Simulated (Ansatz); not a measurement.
# Geometry relaxation, with input and output: Si6N (part 1 of 3)

The run: geometry relaxation of Si6N (slab, 7 atoms in the cell). Method and program: DFT PBEsol, scalar-relativistic, plane waves, PAW, spin-polarised (Ansatz 0.2.0).

The structure derives from an entry of the Crystallography Open Database. The input holds or restrains some coordinates. Forces given for the steps count only the free coordinates. It belongs to a series of runs on one base structure; here: N put at a top Si site. Figures and captions count atoms from 1; the log counts them from 0 in places.

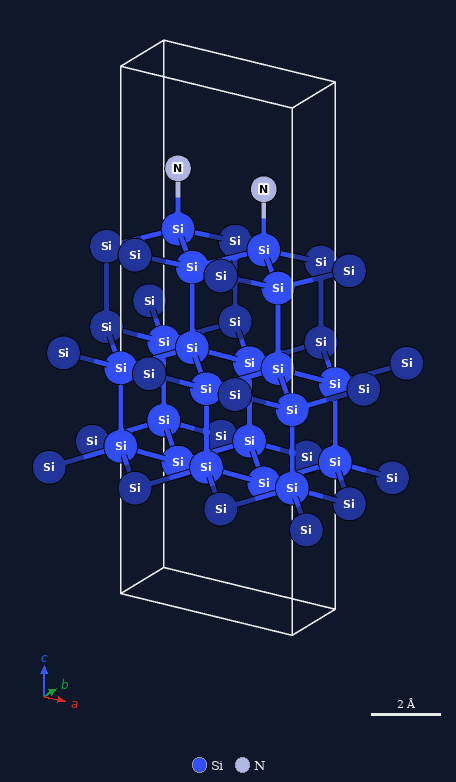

*The input geometry (ball-and-stick view of the 2 × 1 repeat of the cell, with the vacuum cut short, seen slightly off an axis; neighbours outside the cell are drawn fainter). An atom can appear more than once, as a periodic image.*

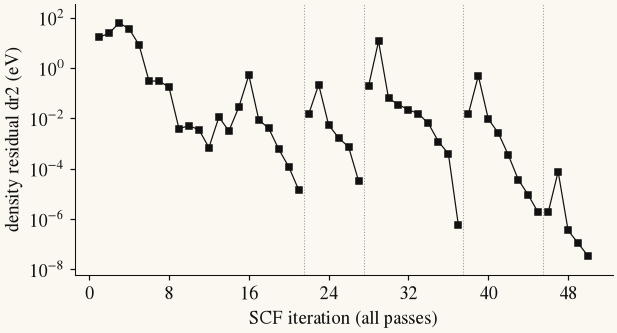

*Convergence of the self-consistent field: density residual dr2 against the SCF iteration. The dotted lines part the SCF passes of the relaxation: geometry steps, rejected trials and re-solves on a re-selected basis.*

The 5 passes take 5 to 21 iterations each, 50 in all.

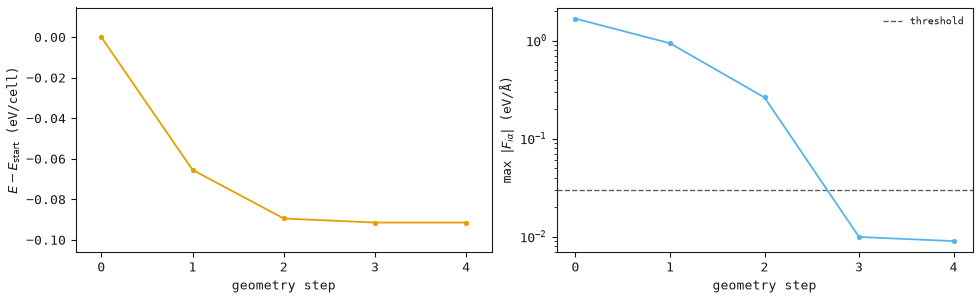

*Progress of the restrained relaxation, step by step (the first geometry is step 0 here and step 1 in the log).*

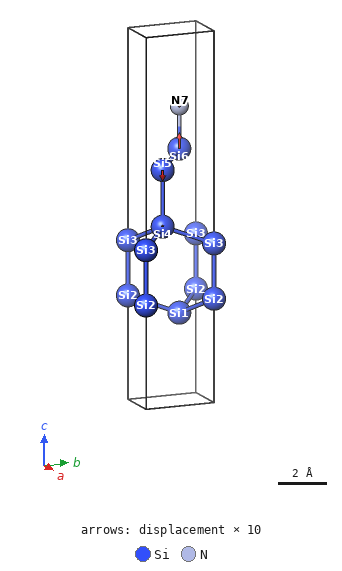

*The starting structure with the displacements as red arrows, magnified 10 times (ball-and-stick view of the cell of the calculation, with the vacuum cut short, seen slightly off an axis).*

Si6 moves most: 0.071 Å. Largest moves by element: Si 0.071 Å, N 0.009 Å. The lattice vectors keep their values. Among the contacts that change: Si6–N7 1.820 → 1.740 Å, Si4–Si5 2.412 → 2.353 Å, Si5–Si6 2.318 → 2.356 Å. Among the angles that change: Si4–Si5–Si6 106.9° → 109.7°, Si5–Si6–N7 106.9° → 109.7°, Si5–Si6–Si5 111.9° → 109.2°. Over 4 geometry steps the energy falls by 91.4 meV per cell of the calculation. Largest force component: 1.7 eV/Å at the start, 0.009 eV/Å at the end. (Atoms are counted from 1 in the order of the input.)

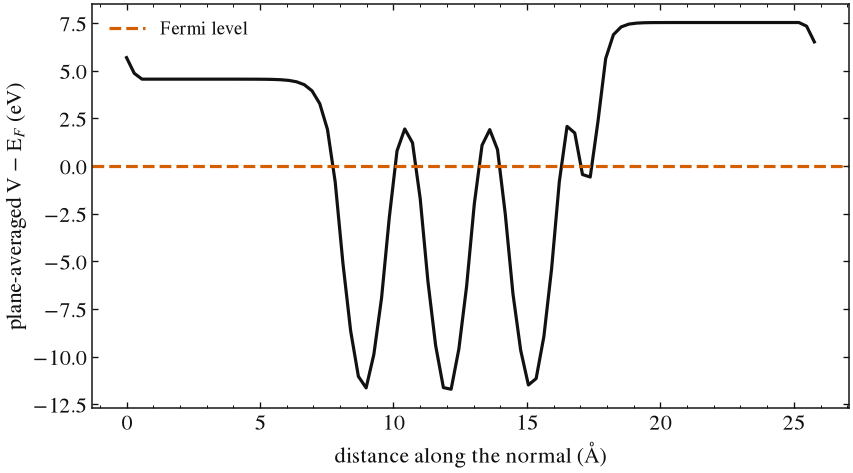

*Plane average of the electrostatic potential energy of an electron across the cell, from the Fermi level.*

The vacuum level lies 7.53 eV above the Fermi level on the upper side and 4.56 eV on the lower.

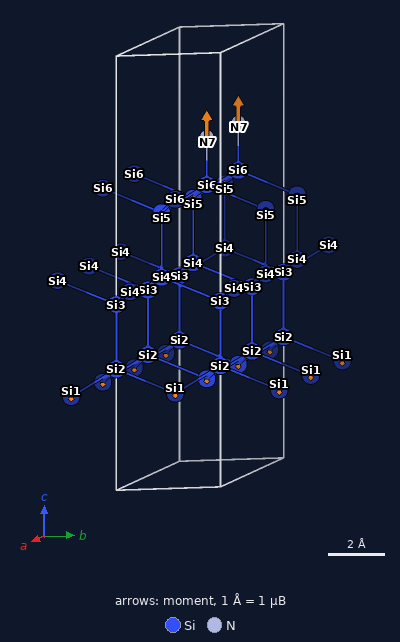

*Magnetic moments of the sites as orange arrows (ball-and-stick view of the 2 × 1 repeat of the cell, with the vacuum cut short, seen slightly off an axis; neighbours outside the cell are drawn fainter; atoms are numbered from 1 in the order of the input); small moments hardly show. The run is collinear, so the axis drawn is arbitrary.*

Site moments: N7 (1.02 μB); Si1 (−0.21 μB); Si5 (0.09 μB). They are counted near the atoms and needn't add up to the moment of the cell.

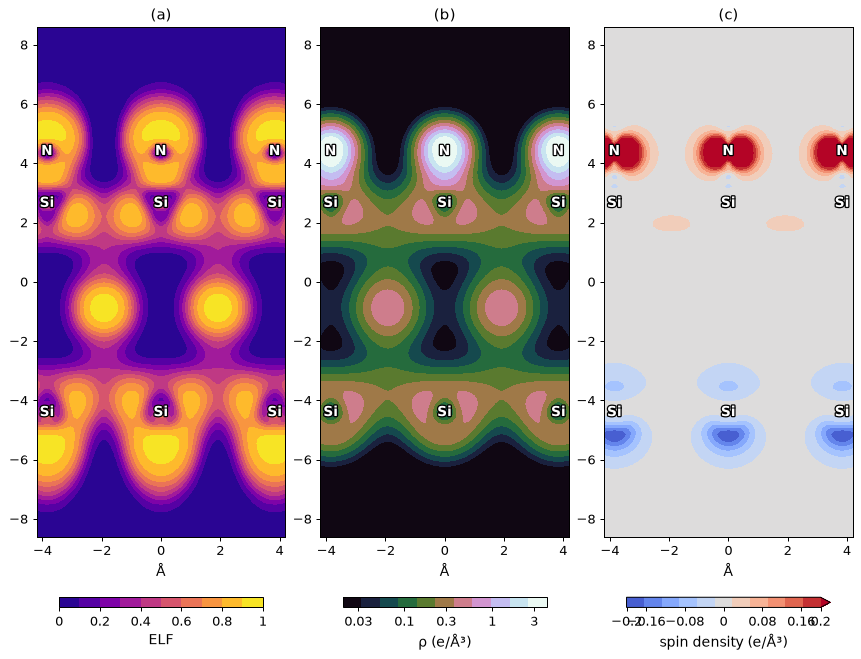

*(a) ELF; (b) valence pseudo-density; (c) magnetisation density (up minus down) on the (100) plane of the calculation cell, a cut from vacuum to vacuum.*

Atoms in the plane: Si and N. Si–N (1.74 Å): ρ at the midpoint is about 1.1 e/Å³; the ELF peaks at about 0.90 between the atoms, which marks a shared but strongly polarised pair. The density dies away to nearly zero in the vacuum. The spin density sits on N: +1.0 μB in one cell of 7 atoms: a single local moment. The cell of the calculation (7 atoms) carries 1.0 μB net. The fields are those of the smooth PAW valence density.

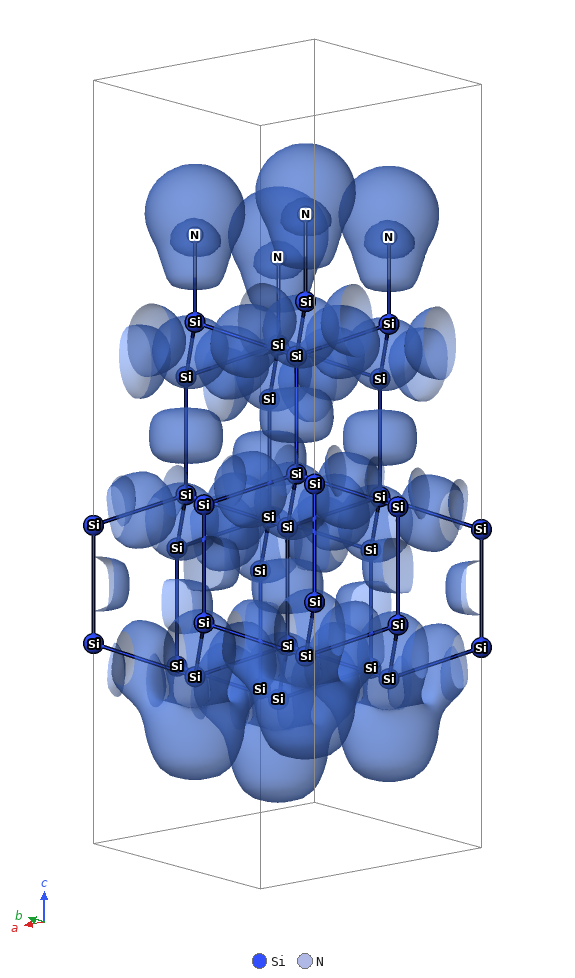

*Isosurface of the electron localisation function at 0.75 (blue), seen at an oblique angle. Core shells and regions of very low density are left out. Sticks mark near contacts.*

Values along the shortest contacts: Si–N (1.74 Å): the ELF peaks at about 0.90 between the atoms (a shared but strongly polarised pair).

The input that produced these results follows, with the program's output.

The input
```yaml
crystal:
  lattice:
    - [3.8417168278, 0.0, 0.0]
    - [-1.9208584139, 3.327024367, 0.0]
    - [0.0, 0.0, 26.0576844733]
  atoms:
    - { symbol: Si, position: [0.3333333333, 0.6666666667, 0.3261993601] }
    - { symbol: Si, position: [0.0, 0.0, 0.3562936366] }
    - { symbol: Si, position: [0.0, 0.0, 0.4465764664] }
    - { symbol: Si, position: [0.6666666667, 0.3333333333, 0.4759187077] }
    - { symbol: Si, position: [0.6666666667, 0.3333333333, 0.5684832977] }
    - { symbol: Si, position: [0.3333333333, 0.6666666667, 0.5943515468] }
    - { symbol: "N", position: [0.3333333333, 0.6666666667, 0.6641965862], spin: 3.0 }
basis:
  ecutwfc: 420
kpoints:
  mp_grid: { grid: [9, 9, 1] }
hamiltonian:
  xc: pbesol
scf:
  occupations: { method: gaussian, width: 0.05 }
output:
  forces: true
  eigenvalues: true
  populations: true
  write_density: true
  write_potential: true
  elf: true
  volumetric_format: npy
magnetization:
  spin_polarized: true
relax:
  adjacent_minimum: "off"
  f_tol: 0.03
  max_steps: 70
  constraints: [{ sites: [0, 1, 2] }]
efield:
  axis: 3
  dipole_correction: true
  ramp_width: 0.04
```

Launch command:
```bash
ansatz run input.yaml --threads 1 --pin off --max-ram 2560MiB --backend cpu --events-out ev --progress --plain --runs-dir out
```

The program's output
```
Engine: ansatz 0.2.0, x86_64-unknown-linux-gnu
Pseudopotentials: kind: paw
Pseudopotential: Si, paw, valence charge 4, recommended cutoff 420 eV (normal), Si.paw.azcp
Pseudopotential: N, paw, valence charge 5, recommended cutoff 420 eV (normal), N.paw.azcp
Functional definition: PBEsol
  exchange = pbesol_x
  correlation = pbesol_c
Crystal: 7 atoms, lattice volume = 333.056 Å³
Basis set: ecut = 420 eV, 6519 PW (Γ), exchange–correlation on 54×54×360 points (8 copies of the dense FFT grid, shifted against one another)
Bands: 23, of which v1, the nominal top of the filled ones, is band 15 counted from 1 (14 counted from 0)
Symmetry: 6 space group operations
k-points: 12 of 81 (time reversal used)
Non-local potential: Si, projectors of the file, l = 0: 2, l = 1: 2, l = 2: 2
Non-local potential: N, projectors of the file, l = 0: 2, l = 1: 2, l = 2: 1
PAW form: soft (Blöchl's): semilocal exchange-correlation on the pseudo side does not see the compensation charge
PAW frozen core: Si, regenerated for the run's functional, and the local potential with it (the file was generated under x = pbe(κ = 0.804, μ = 0.2195149727645171), c = pbe(β = 0.06672455060314922))
PAW frozen core: N, regenerated for the run's functional, and the local potential with it (the file was generated under x = pbe(κ = 0.804, μ = 0.2195149727645171), c = pbe(β = 0.06672455060314922))
PAW one-centre angular grid: Si, 110 points (default); XC on 64 Gauss nodes
PAW one-centre angular grid: N, 110 points (default); XC on 64 Gauss nodes
Initial density: superposition of atomic densities (neutral atoms: chi_scale 0, normalization atom)
Starting moments: Σ|m| = 3 μB on 1 of 7 sites
Initial wavefunctions: pseudopotential atomic-orbital guess
Functional: x = pbesol(κ = 0.804, μ = 0.12345679012345678), c = pbesol(β = 0.046)
```
